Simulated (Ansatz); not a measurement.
C25H3: geometry relaxation (part 3 of 3)

C25H3 (slab, 28 atoms in the cell); DFT PBE+D3(BJ), scalar-relativistic, plane waves, PAW, no spin polarisation (Ansatz 0.2.0); cutoff 420 eV, 6×6×1 k-mesh, Gaussian smearing of 0.1 eV. The structure derives from an entry of the Crystallography Open Database. The input holds or restrains some coordinates. Forces given for the steps count only the free coordinates. It belongs to a series of runs on one base structure; here: CH3 put at a hollow C-C site.

**Trajectory as extended XYZ (Å, eV, eV/Å), 8 of the 20 frames kept, from step=1 to step=20**
```
28
Lattice="4.9300 0.0000 0.0000 -2.4650 4.2695 0.0000 0.0000 0.0000 26.1112" Properties=species:S:1:pos:R:3:forces:R:3 step=1 energy=-6309.77692
C     0.0000    0.0000    8.5000    0.0000   0.0000   0.0085
C    -1.2325    2.1347    8.5000    0.0001  -0.0003   0.0097
C     2.4650    0.0000    8.5000   -0.0003   0.0000   0.0097
C     1.2325    2.1347    8.5000    0.0002   0.0003   0.0097
C     0.0000    1.4232    8.5000   -0.0004  -0.0006  -0.0113
C    -1.2325    3.5579    8.5000   -0.0003   0.0006  -0.0113
C     2.4650    1.4232    8.5000    0.0000   0.0000  -0.0110
C     1.2325    3.5579    8.5000    0.0007   0.0000  -0.0113
C     0.0000    0.0000   11.8692    0.0000   0.0000  -0.0362
C    -1.2325    2.1347   11.8692   -0.0007   0.0106   0.0159
C     2.4650    0.0000   11.8692    0.0096  -0.0047   0.0159
C     1.2325    2.1347   11.8692   -0.0089  -0.0059   0.0159
C     1.2325    0.7116   11.8692   -0.0294  -0.0047   0.0047
C     0.0000    2.8463   11.8692    0.0000   0.0000   0.0065
C     3.6975    0.7116   11.8692    0.0188  -0.0231   0.0047
C     2.4650    2.8463   11.8692    0.0106   0.0278   0.0047
C     0.0000    0.0000   15.2384    0.0000   0.0000   0.3769
C    -1.2325    2.1347   15.2384   -0.7204  -2.6179  -4.1066
C     2.4650    0.0000   15.2384   -1.9070   1.9328  -4.1066
C     1.2325    2.1347   15.2384    2.6274   0.6851  -4.1066
C     0.0000    1.4232   15.2384   -1.9165  -3.1276  -4.8495
C    -1.2325    3.5579   15.2384   -1.7503   3.2235  -4.8495
C     2.4650    1.4232   15.2384    0.0000   0.0000   0.6372
C     1.2325    3.5579   15.2384    3.6668  -0.0959  -4.8495
C     0.0000    2.8463   16.3384    0.0000   0.0000  14.4714
H     0.6583    2.0616   16.7112    0.0045   0.3178   3.7866
H     0.3505    3.8088   16.7112   -0.2775  -0.1549   3.7866
H    -1.0087    2.6686   16.7112    0.2729  -0.1628   3.7866
28
Lattice="4.9300 0.0000 0.0000 -2.4650 4.2695 0.0000 0.0000 0.0000 26.1112" Properties=species:S:1:pos:R:3:forces:R:3 step=4 energy=-6320.43754
C     0.0000    0.0000    8.5000    0.0000   0.0000   0.0094
C    -1.2325    2.1347    8.5000    0.0000  -0.0001   0.0114
C     2.4650    0.0000    8.5000   -0.0001   0.0000   0.0114
C     1.2325    2.1347    8.5000    0.0001   0.0000   0.0114
C     0.0000    1.4232    8.5000   -0.0001  -0.0007  -0.0110
C    -1.2325    3.5579    8.5000   -0.0006   0.0004  -0.0110
C     2.4650    1.4232    8.5000    0.0000   0.0000  -0.0102
C     1.2325    3.5579    8.5000    0.0007   0.0003  -0.0110
C     0.0000    0.0000   11.8700    0.0000   0.0000  -0.0318
C    -1.2327    2.1347   11.8742    0.0008  -0.0018  -0.0381
C     2.4650    0.0002   11.8742   -0.0019   0.0002  -0.0381
C     1.2326    2.1346   11.8742    0.0011   0.0015  -0.0381
C     1.2323    0.7115   11.8729    0.0013  -0.0019  -0.0462
C     0.0000    2.8463   11.8748    0.0000   0.0000  -0.0386
C     3.6976    0.7114   11.8729    0.0010   0.0021  -0.0462
C     2.4650    2.8465   11.8729   -0.0023  -0.0001  -0.0462
C     0.0000    0.0000   15.0801    0.0000   0.0000  -0.3669
C    -1.2310    2.1326   15.0577   -0.3021  -0.1509  -1.0764
C     2.4624   -0.0003   15.0577    0.0204   0.3371  -1.0764
C     1.2335    2.1371   15.0577    0.2817  -0.1862  -1.0764
C    -0.0021    1.4198   15.0389    0.0172  -0.1551  -0.6523
C    -1.2344    3.5614   15.0389   -0.1429   0.0627  -0.6523
C     2.4650    1.4232   15.1166    0.0000   0.0000  -0.5881
C     1.2365    3.5578   15.0389    0.1258   0.0924  -0.6523
C     0.0000    2.8463   16.9117    0.0000   0.0000   4.0296
H     0.7094    2.0217   17.0909   -0.5438   0.6272   0.8110
H     0.3595    3.8729   17.0909   -0.2712  -0.7845   0.8110
H    -1.0688    2.6443   17.0909    0.8150   0.1574   0.8110
28
Lattice="4.9300 0.0000 0.0000 -2.4650 4.2695 0.0000 0.0000 0.0000 26.1112" Properties=species:S:1:pos:R:3:forces:R:3 step=6 energy=-6321.89785
C     0.0000    0.0000    8.5000    0.0000   0.0000  -0.0031
C    -1.2325    2.1347    8.5000    0.0000   0.0000  -0.0017
C     2.4650    0.0000    8.5000    0.0000   0.0000  -0.0017
C     1.2325    2.1347    8.5000    0.0000   0.0000  -0.0017
C     0.0000    1.4232    8.5000    0.0000  -0.0004  -0.0229
C    -1.2325    3.5579    8.5000   -0.0004   0.0002  -0.0229
C     2.4650    1.4232    8.5000    0.0000   0.0000  -0.0224
C     1.2325    3.5579    8.5000    0.0004   0.0002  -0.0229
C     0.0000    0.0000   11.8126    0.0000   0.0000  -0.0262
C    -1.2327    2.1346   11.8155    0.0125   0.0074  -0.0404
C     2.4650    0.0003   11.8155    0.0002  -0.0146  -0.0404
C     1.2327    2.1346   11.8155   -0.0127   0.0071  -0.0404
C     1.2324    0.7115   11.8139    0.0018   0.0013  -0.0380
C     0.0000    2.8463   11.8159    0.0000   0.0000  -0.0482
C     3.6976    0.7115   11.8139   -0.0020   0.0009  -0.0380
C     2.4650    2.8465   11.8139    0.0002  -0.0022  -0.0380
C     0.0000    0.0000   14.9997    0.0000   0.0000  -0.3586
C    -1.2352    2.1365   14.9585    0.1536  -0.2320   0.0032
C     2.4679    0.0015   14.9585   -0.2777  -0.0170   0.0032
C     1.2323    2.1315   14.9585    0.1241   0.2490   0.0032
C     0.0028    1.4223   14.9714   -0.2787  -0.0503  -0.2406
C    -1.2347    3.5559   14.9714    0.0958   0.2665  -0.2406
C     2.4650    1.4232   14.9948    0.0000   0.0000  -0.4754
C     1.2318    3.5608   14.9714    0.1829  -0.2162  -0.2406
C     0.0000    2.8463   17.3012    0.0000   0.0000   0.7540
H     0.7183    2.0082   17.3102   -0.5131   0.5958   0.3992
H     0.3667    3.8875   17.3102   -0.2594  -0.7423   0.3992
H    -1.0850    2.6433   17.3102    0.7725   0.1465   0.3992
28
Lattice="4.9300 0.0000 0.0000 -2.4650 4.2695 0.0000 0.0000 0.0000 26.1112" Properties=species:S:1:pos:R:3:forces:R:3 step=9 energy=-6322.43422
C     0.0000    0.0000    8.5000    0.0000   0.0000  -0.0122
C    -1.2325    2.1347    8.5000    0.0000   0.0000  -0.0116
C     2.4650    0.0000    8.5000    0.0000   0.0000  -0.0116
C     1.2325    2.1347    8.5000    0.0000   0.0000  -0.0116
C     0.0000    1.4232    8.5000    0.0000  -0.0001  -0.0369
C    -1.2325    3.5579    8.5000    0.0000   0.0000  -0.0369
C     2.4650    1.4232    8.5000    0.0000   0.0000  -0.0366
C     1.2325    3.5579    8.5000    0.0000   0.0000  -0.0369
C     0.0000    0.0000   11.7583    0.0000   0.0000   0.0115
C    -1.2325    2.1347   11.7607   -0.0034  -0.0003  -0.0102
C     2.4650    0.0000   11.7607    0.0015   0.0031  -0.0102
C     1.2325    2.1348   11.7607    0.0019  -0.0028  -0.0102
C     1.2325    0.7116   11.7596   -0.0045  -0.0010  -0.0011
C     0.0000    2.8463   11.7614    0.0000   0.0000  -0.0158
C     3.6974    0.7116   11.7596    0.0032  -0.0034  -0.0011
C     2.4650    2.8463   11.7596    0.0014   0.0044  -0.0011
C     0.0000    0.0000   15.0009    0.0000   0.0000  -0.0335
C    -1.2346    2.1369   15.0017    0.1689  -0.1939  -0.0518
C     2.4679    0.0008   15.0017   -0.2523  -0.0493  -0.0518
C     1.2317    2.1318   15.0017    0.0835   0.2432  -0.0518
C     0.0029    1.4228   15.0009   -0.2531   0.0106   0.0262
C    -1.2343    3.5556   15.0009    0.1357   0.2139   0.0262
C     2.4650    1.4232   14.9961    0.0000   0.0000   0.0777
C     1.2314    3.5606   15.0009    0.1174  -0.2245   0.0262
C     0.0000    2.8463   17.8799    0.0000   0.0000   0.0485
H     0.6801    1.9993   17.8753   -0.0414   0.0448   0.0726
H     0.3935    3.8588   17.8753   -0.0181  -0.0583   0.0726
H    -1.0736    2.6808   17.8753    0.0595   0.0135   0.0726
28
Lattice="4.9300 0.0000 0.0000 -2.4650 4.2695 0.0000 0.0000 0.0000 26.1112" Properties=species:S:1:pos:R:3:forces:R:3 step=12 energy=-6322.48104 accepted=F
C     0.0000    0.0000    8.5000    0.0000   0.0000  -0.0012
C    -1.2325    2.1347    8.5000    0.0000   0.0000  -0.0012
C     2.4650    0.0000    8.5000    0.0000   0.0000  -0.0012
C     1.2325    2.1347    8.5000    0.0000   0.0000  -0.0012
C     0.0000    1.4232    8.5000    0.0000  -0.0001  -0.0241
C    -1.2325    3.5579    8.5000   -0.0001   0.0000  -0.0241
C     2.4650    1.4232    8.5000    0.0000   0.0000  -0.0241
C     1.2325    3.5579    8.5000    0.0001   0.0000  -0.0241
C     0.0000    0.0000   11.8104    0.0000   0.0000   0.0019
C    -1.2323    2.1349   11.8099   -0.0162  -0.0100   0.0112
C     2.4650   -0.0002   11.8099   -0.0006   0.0190   0.0112
C     1.2323    2.1348   11.8099    0.0167  -0.0090   0.0112
C     1.2326    0.7116   11.8103   -0.0083  -0.0052   0.0014
C     0.0000    2.8463   11.8103    0.0000   0.0000   0.0004
C     3.6974    0.7116   11.8103    0.0087  -0.0046   0.0014
C     2.4650    2.8462   11.8103   -0.0004   0.0098   0.0014
C     0.0000    0.0000   15.1427    0.0000   0.0000   0.0354
C    -1.2297    2.1341   15.1462   -0.2265   0.0626   0.0351
C     2.4630   -0.0021   15.1462    0.1675   0.1649   0.0351
C     1.2317    2.1375   15.1462    0.0591  -0.2275   0.0351
C    -0.0020    1.4231   15.1466    0.1676   0.0019  -0.0019
C    -1.2316    3.5596   15.1466   -0.0821  -0.1461  -0.0019
C     2.4650    1.4232   15.1506    0.0000   0.0000  -0.0773
C     1.2335    3.5562   15.1466   -0.0855   0.1442  -0.0019
C     0.0000    2.8463   18.3286    0.0000   0.0000   0.2819
H     0.6110    1.9366   18.4077   -0.2322   0.3417  -0.0919
H     0.4823    3.8303   18.4077   -0.1798  -0.3719  -0.0919
H    -1.0933    2.7720   18.4077    0.4120   0.0302  -0.0919
28
Lattice="4.9300 0.0000 0.0000 -2.4650 4.2695 0.0000 0.0000 0.0000 26.1112" Properties=species:S:1:pos:R:3:forces:R:3 step=15 energy=-6322.50096
C     0.0000    0.0000    8.5000    0.0000   0.0000   0.0076
C    -1.2325    2.1347    8.5000    0.0000   0.0000   0.0077
C     2.4650    0.0000    8.5000    0.0000   0.0000   0.0077
C     1.2325    2.1347    8.5000    0.0000   0.0000   0.0077
C     0.0000    1.4232    8.5000    0.0000   0.0000  -0.0120
C    -1.2325    3.5579    8.5000    0.0000   0.0000  -0.0120
C     2.4650    1.4232    8.5000    0.0000   0.0000  -0.0120
C     1.2325    3.5579    8.5000    0.0000   0.0000  -0.0120
C     0.0000    0.0000   11.8677    0.0000   0.0000  -0.0010
C    -1.2328    2.1346   11.8676    0.0222   0.0124   0.0010
C     2.4650    0.0003   11.8676   -0.0004  -0.0255   0.0010
C     1.2328    2.1346   11.8676   -0.0219   0.0131   0.0010
C     1.2322    0.7114   11.8677    0.0207   0.0113  -0.0010
C     0.0000    2.8463   11.8675    0.0000   0.0000   0.0023
C     3.6977    0.7114   11.8677   -0.0202   0.0123  -0.0010
C     2.4650    2.8466   11.8677   -0.0006  -0.0236  -0.0010
C     0.0000    0.0000   15.2336    0.0000   0.0000  -0.0069
C    -1.2335    2.1336   15.2354    0.0830   0.0870  -0.0045
C     2.4645    0.0015   15.2354    0.0339  -0.1154  -0.0045
C     1.2340    2.1344   15.2354   -0.1168   0.0284  -0.0045
C    -0.0004    1.4242   15.2352    0.0329  -0.0865   0.0127
C    -1.2314    3.5577   15.2352   -0.0913   0.0147   0.0127
C     2.4650    1.4232   15.2347    0.0000   0.0000  -0.0022
C     1.2317    3.5570   15.2352    0.0584   0.0718   0.0127
C     0.0000    2.8463   18.4672    0.0000   0.0000  -0.0644
H     0.5698    1.9223   18.4634   -0.0036   0.0040   0.0224
H     0.5153    3.8018   18.4634   -0.0017  -0.0051   0.0224
H    -1.0852    2.8149   18.4634    0.0053   0.0011   0.0224
28
Lattice="4.9300 0.0000 0.0000 -2.4650 4.2695 0.0000 0.0000 0.0000 26.1112" Properties=species:S:1:pos:R:3:forces:R:3 step=17 energy=-6322.50186
C     0.0000    0.0000    8.5000    0.0000   0.0000   0.0085
C    -1.2325    2.1347    8.5000    0.0000   0.0000   0.0085
C     2.4650    0.0000    8.5000    0.0000   0.0000   0.0085
C     1.2325    2.1347    8.5000    0.0000   0.0000   0.0085
C     0.0000    1.4232    8.5000    0.0000   0.0000  -0.0109
C    -1.2325    3.5579    8.5000    0.0000   0.0000  -0.0109
C     2.4650    1.4232    8.5000    0.0000   0.0000  -0.0109
C     1.2325    3.5579    8.5000    0.0000   0.0000  -0.0109
C     0.0000    0.0000   11.8734    0.0000   0.0000  -0.0007
C    -1.2327    2.1346   11.8733    0.0172   0.0097   0.0015
C     2.4650    0.0003   11.8733   -0.0002  -0.0197   0.0015
C     1.2327    2.1346   11.8733   -0.0170   0.0100   0.0015
C     1.2322    0.7114   11.8734    0.0194   0.0107  -0.0008
C     0.0000    2.8463   11.8733    0.0000   0.0000   0.0010
C     3.6977    0.7114   11.8734   -0.0190   0.0114  -0.0008
C     2.4650    2.8466   11.8734   -0.0004  -0.0221  -0.0008
C     0.0000    0.0000   15.2464    0.0000   0.0000   0.0033
C    -1.2330    2.1339   15.2485    0.0427   0.0632   0.0011
C     2.4646    0.0009   15.2485    0.0334  -0.0686   0.0011
C     1.2335    2.1347   15.2485   -0.0761   0.0054   0.0011
C    -0.0004    1.4244   15.2487    0.0324  -0.0983   0.0032
C    -1.2312    3.5576   15.2487   -0.1014   0.0211   0.0032
C     2.4650    1.4232   15.2480    0.0000   0.0000  -0.0079
C     1.2316    3.5570   15.2487    0.0690   0.0773   0.0032
C     0.0000    2.8463   18.4794    0.0000   0.0000   0.0009
H     0.5619    1.9162   18.4957   -0.0222   0.0355  -0.0010
H     0.5245    3.7980   18.4957   -0.0196  -0.0370  -0.0010
H    -1.0864    2.8247   18.4957    0.0418   0.0015  -0.0010
28
Lattice="4.9300 0.0000 0.0000 -2.4650 4.2695 0.0000 0.0000 0.0000 26.1112" Properties=species:S:1:pos:R:3:forces:R:3 step=20 energy=-6322.50233
C     0.0000    0.0000    8.5000    0.0000   0.0000   0.0096
C    -1.2325    2.1347    8.5000    0.0000   0.0000   0.0097
C     2.4650    0.0000    8.5000    0.0000   0.0000   0.0097
C     1.2325    2.1347    8.5000    0.0000   0.0000   0.0097
C     0.0000    1.4232    8.5000    0.0000   0.0000  -0.0094
C    -1.2325    3.5579    8.5000    0.0000   0.0000  -0.0094
C     2.4650    1.4232    8.5000    0.0000   0.0000  -0.0093
C     1.2325    3.5579    8.5000    0.0000   0.0000  -0.0094
C     0.0000    0.0000   11.8824    0.0000   0.0000   0.0003
C    -1.2325    2.1347   11.8826    0.0023   0.0014  -0.0004
C     2.4650    0.0000   11.8826    0.0000  -0.0027  -0.0004
C     1.2325    2.1347   11.8826   -0.0023   0.0013  -0.0004
C     1.2325    0.7116   11.8825    0.0015   0.0008   0.0000
C     0.0000    2.8463   11.8826    0.0000   0.0000  -0.0006
C     3.6975    0.7116   11.8825   -0.0015   0.0009   0.0000
C     2.4650    2.8463   11.8825    0.0000  -0.0017   0.0000
C     0.0000    0.0000   15.2610    0.0000   0.0000   0.0001
C    -1.2327    2.1346   15.2628    0.0190   0.0058  -0.0016
C     2.4650    0.0002   15.2628   -0.0045  -0.0193  -0.0016
C     1.2327    2.1346   15.2628   -0.0145   0.0136  -0.0016
C     0.0001    1.4231   15.2633   -0.0050   0.0020  -0.0005
C    -1.2325    3.5579   15.2633    0.0043   0.0033  -0.0005
C     2.4650    1.4232   15.2614    0.0000   0.0000   0.0034
C     1.2325    3.5580   15.2633    0.0008  -0.0054  -0.0005
C     0.0000    2.8463   18.4822    0.0000   0.0000   0.0025
H     0.5514    1.9111   18.4986   -0.0055   0.0089   0.0001
H     0.5342    3.7914   18.4986   -0.0049  -0.0092   0.0001
H    -1.0856    2.8364   18.4986    0.0104   0.0004   0.0001
```

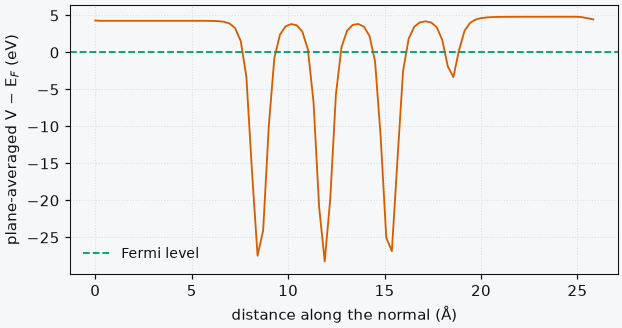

Figure 1. Plane average of the electrostatic potential energy of an electron across the cell, from the Fermi level. The vacuum level lies 4.82 eV above the Fermi level on the upper side and 4.27 eV on the lower.

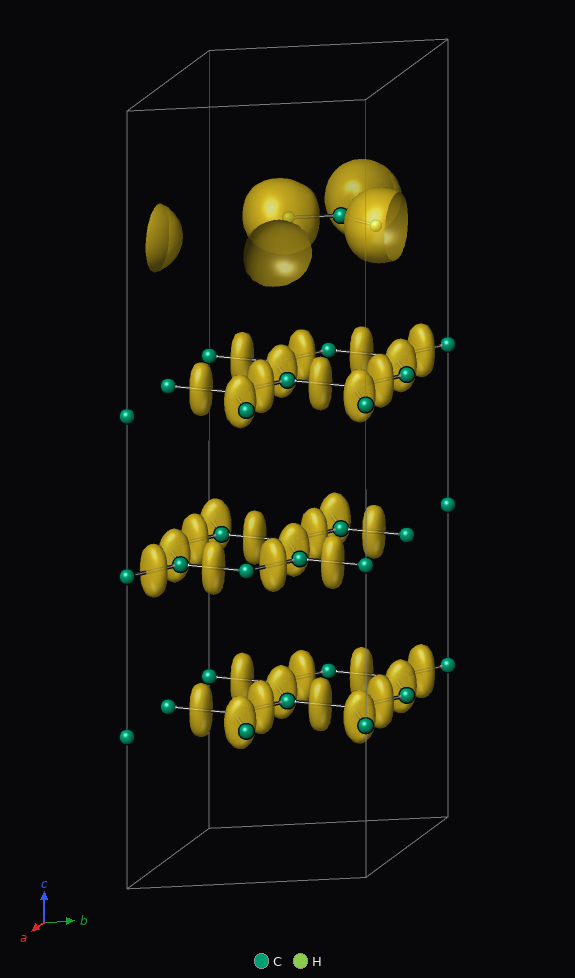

Figure 2. Isosurface of the electron localisation function at 0.85 (yellow), seen slightly off an axis. Core shells and regions of very low density are left out. Sticks mark near contacts. C–C (1.42 Å): the ELF peaks at about 0.95 between the atoms, as expected for localised, shared-pair bonding. The fields are those of the smooth PAW valence density.

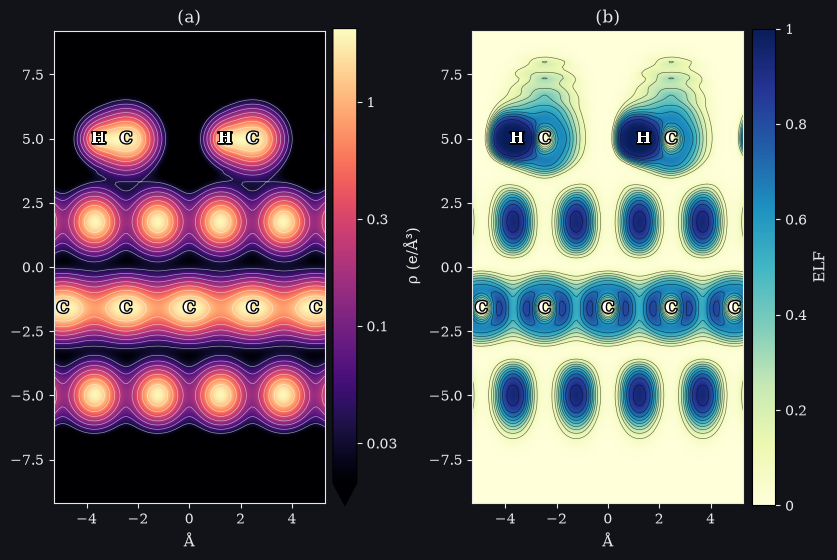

Figure 3. (a) valence pseudo-density; (b) ELF on the (100) plane of the calculation cell, a cut from vacuum to vacuum. The section cuts through C and H sites. C–H (1.09 Å): the density is about 2 e/Å³ at the midpoint; the ELF climbs to about 1 towards the hydrogen; a covalent bond by its length. The density dies away to nearly zero in the vacuum.
